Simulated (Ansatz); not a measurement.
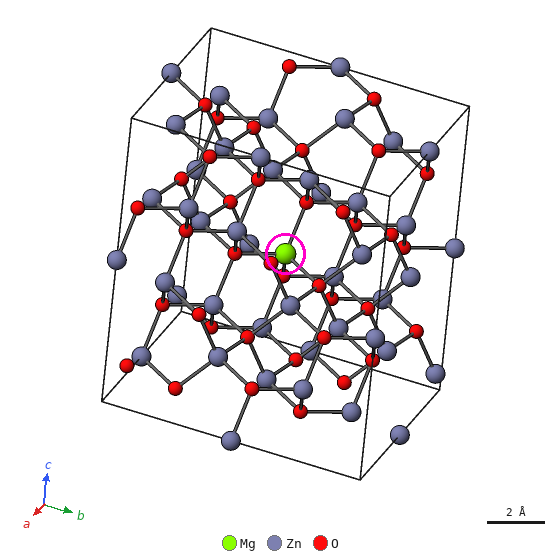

Ball-and-stick drawing of the structure, looking slightly off an axis. The frame is the supercell; atoms at its boundary are shown with their periodic copies. The host is ZnO, in a cell of 64 sites, and the cell is neutral. A ring marks the defect's site.

Q: Name the defect and give its surroundings.

A: Magnesium on a zinc site (a substitutional impurity). It is bonded to four O in a tetrahedral arrangement at about 2.0 Å.

The atoms were relaxed in the host's cell with DFT PBE, scalar-relativistic, plane waves, PAW in Ansatz 0.2.0.
